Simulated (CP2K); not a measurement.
```yaml
crystal:
  lattice:
    - [4.04607, -2.33600, 3.30360]
    - [0.00000, 4.67199, 3.30360]
    - [-4.04607, -2.33600, 3.30360]
  atoms:
    - { symbol: Mn, position: [0.25000, 0.75000, 0.75000] }
    - { symbol: Mn, position: [0.75000, 0.25000, 0.75000] }
    - { symbol: Mn, position: [0.25000, 0.25000, 0.25000] }
    - { symbol: Mn, position: [0.75000, 0.75000, 0.25000] }
    - { symbol: Mn, position: [0.25000, 0.25000, 0.75000] }
    - { symbol: Mn, position: [0.75000, 0.75000, 0.75000] }
    - { symbol: Mn, position: [0.25000, 0.75000, 0.25000] }
    - { symbol: Mn, position: [0.75000, 0.25000, 0.25000] }
    - { symbol: Mn, position: [0.00000, 0.00000, 0.50000] }
    - { symbol: Mn, position: [0.50000, 0.50000, 0.50000] }
    - { symbol: Mn, position: [0.00000, 0.50000, 0.00000] }
    - { symbol: Mn, position: [0.50000, 0.00000, 0.00000] }
    - { symbol: Si, position: [0.00000, 0.50000, 0.50000] }
    - { symbol: Si, position: [0.50000, 0.00000, 0.50000] }
    - { symbol: Si, position: [0.00000, 0.00000, 0.00000] }
    - { symbol: Si, position: [0.50000, 0.50000, 0.00000] }
```

Space group Fm-3m; computed pressure about 56 GPa in this cell; spin-polarised.

Computed with Kohn-Sham DFT of a periodic cell, PBEsol, GTH-PBE with UZH-DZVP basis (short-range sets on d metals) (CP2K).

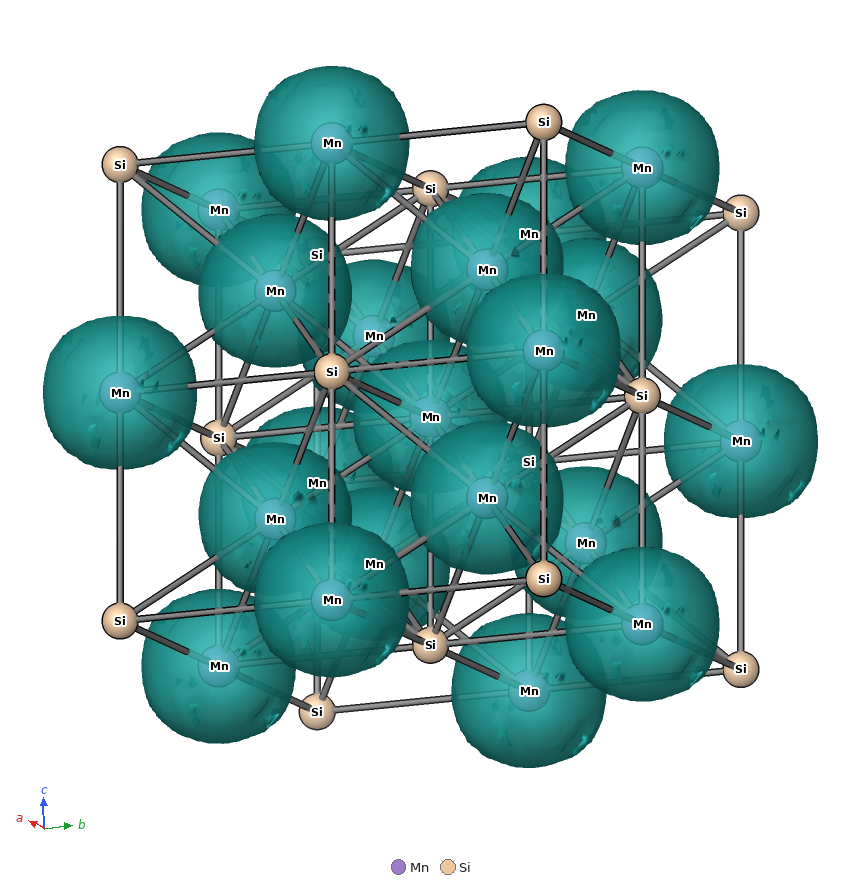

Mn3Si. Isosurfaces of the spin density at +0.2 (teal) and −0.2 e/Å³ (pink), seen at an oblique angle. Sticks mark near contacts.

The density is the valence pseudo-density of a pseudopotential calculation; it isn't the true density close to the nuclei.

Question: Describe the spin distribution.

Answer: The spin density sits on Mn: +4.4 μB (×4) and +4.2 μB (×8) in one cell of 16 atoms, with smaller moments on other sites: Si (up to +0.20 μB): parallel moments (a ferromagnetic arrangement) in this solution. The cell of the calculation (4 atoms) carries 13.0 μB of net spin moment. Only one sign reaches the isovalue.
